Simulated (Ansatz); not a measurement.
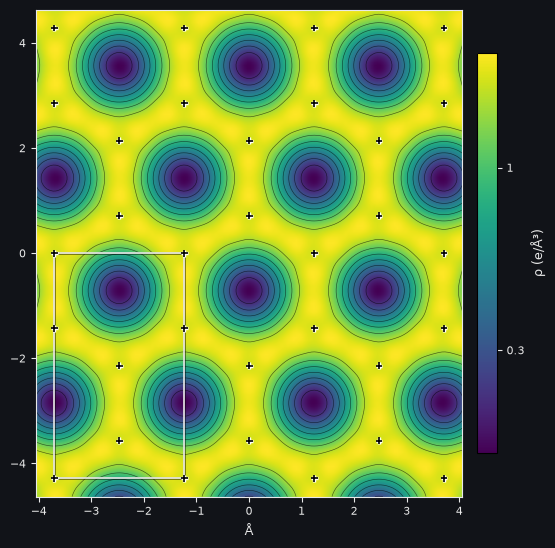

The valence electron density on a plane through atoms (crosses mark nuclei in the plane).

The calculation used DFT, PBEsol, PAW with Ansatz's default frozen-core files, scalar-relativistic (Ansatz).

Candidates:
A. C, a = 2.47 Å, b = 4.28 Å, c = 6.74 Å, α = 90.00°, β = 90.00°, γ = 90.00°. Space group Fmmm; computed pressure about −4 GPa in this cell.
B. Ta, a = 3.24 Å, b = 3.24 Å, c = 3.30 Å, α = 90.00°, β = 90.00°, γ = 90.00°. Space group I4/mmm; changed on purpose from its base cell (equal xx and yy strain of -2 %, PAW files); computed pressure about 5 GPa in this cell; computed without spin polarisation.
C. Sn, a = 3.21 Å, b = 3.21 Å, c = 5.89 Å, α = 90.00°, β = 90.00°, γ = 90.00°. Space group I4/mmm; computed pressure about −5 GPa in this cell.

Which system is this?

Candidate A: C on the (001) plane of the conventional cell, which holds C. C–C (1.43 Å): the density is about 2 e/Å³ at the midpoint.
